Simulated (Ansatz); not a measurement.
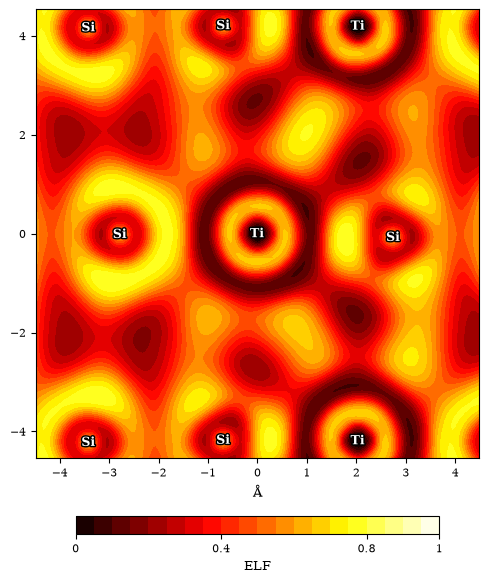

*Ti12Si23 (cell with a defect). Electron localisation function on the (010) plane of the calculation cell.*

Computed without spin polarisation.

Computed with DFT PBE, scalar-relativistic, plane waves, PAW (Ansatz 0.2.0).

Core electrons are frozen (PAW), and the valence fields are smoothed inside the atomic spheres.

The calculation's input:

```
crystal:
  lattice:
    - [0.0, -8.2703622525, 0.0]
    - [7.2116067341, 0.0, 4.279597605]
    - [-7.2116067341, 0.0, 4.279597605]
  atoms:
    - { symbol: Ti, position: [0.75, 0.8333333333, 0.6666666667] }
    - { symbol: Ti, position: [0.25, 0.0, 0.5] }
    - { symbol: Ti, position: [0.75, 0.5, 1.0] }
    - { symbol: Ti, position: [0.25, 0.6666666667, 0.8333333333] }
    - { symbol: Ti, position: [0.75, 0.1666666667, 0.3333333333] }
    - { symbol: Ti, position: [0.25, 0.3333333333, 0.1666666667] }
    - { symbol: Ti, position: [0.0, 0.5, 0.5] }
    - { symbol: Ti, position: [0.5, 0.6666666667, 0.3333333333] }
    - { symbol: Ti, position: [0.0, 0.1666666667, 0.8333333333] }
    - { symbol: Ti, position: [0.5, 0.3333333333, 0.6666666667] }
    - { symbol: Ti, position: [0.0, 0.8333333333, 0.1666666667] }
    - { symbol: Ti, position: [0.5, 1.0, 0.0] }
    - { symbol: Si, position: [0.3368244589, 0.5, 0.5] }
    - { symbol: Si, position: [0.9131755411, 0.3333333333, 0.1666666667] }
    - { symbol: Si, position: [0.4131755411, 0.8333333333, 0.6666666667] }
    - { symbol: Si, position: [0.9131755411, 0.0, 0.5] }
    - { symbol: Si, position: [0.4131755411, 0.5, 0.0] }
    - { symbol: Si, position: [0.9131755411, 0.6666666667, 0.8333333333] }
    - { symbol: Si, position: [0.0868244589, 0.1666666667, 0.3333333333] }
    - { symbol: Si, position: [0.5868244589, 0.3333333333, 0.1666666667] }
    - { symbol: Si, position: [0.0868244589, 0.8333333333, 0.6666666667] }
    - { symbol: Si, position: [0.5868244589, 1.0, 0.5] }
    - { symbol: Si, position: [0.0868244589, 0.5, 0.0] }
    - { symbol: Si, position: [0.5868244589, 0.6666666667, 0.8333333333] }
    - { symbol: Si, position: [0.8368244589, 0.6666666667, 0.3333333333] }
    - { symbol: Si, position: [0.3368244589, 0.1666666667, 0.8333333333] }
    - { symbol: Si, position: [0.8368244589, 0.3333333333, 0.6666666667] }
    - { symbol: Si, position: [0.3368244589, 0.8333333333, 0.1666666667] }
    - { symbol: Si, position: [0.8368244589, 1.0, 0.0] }
    - { symbol: Si, position: [0.6631755411, 0.5, 0.5] }
    - { symbol: Si, position: [0.1631755411, 0.6666666667, 0.3333333333] }
    - { symbol: Si, position: [0.6631755411, 0.1666666667, 0.8333333333] }
    - { symbol: Si, position: [0.1631755411, 0.3333333333, 0.6666666667] }
    - { symbol: Si, position: [0.6631755411, 0.8333333333, 0.1666666667] }
    - { symbol: Si, position: [0.1631755411, 1.0, 0.0] }
basis:
  ecutwfc: 420
  xc_grid: 2
kpoints:
  mp_grid: { grid: [3, 3, 3], shift: [0.0, 0.0, 0.0] }
hamiltonian:
  xc: pbe
scf:
  occupations: { method: gaussian, width: 0.1 }
output:
  forces: true
  stress: false
  eigenvalues: true
  write_density: true
  write_potential: true
  elf: true
  volumetric_format: npy
relax:
  adjacent_minimum: "off"
  f_tol: 0.02
  max_steps: 60
```

Launched as:

```sh
ansatz run input.yaml --threads 4 --pin off --max-ram 10240MiB --backend cpu --events-out ev --progress --plain --runs-dir out
```

The fields are those of the relaxed geometry.

Interpret the plot.

Answer. The section cuts through Ti and Si sites. Si–Si (2.73 Å): the ELF peaks at about 0.60 between the atoms. The features right at Ti lie inside the PAW spheres, where the map follows smoothed inner orbitals and isn't to be read closely.

Does the calculation make it a metal, or give it a gap?

Answer. It is gapless in this calculation (a metal or semimetal).
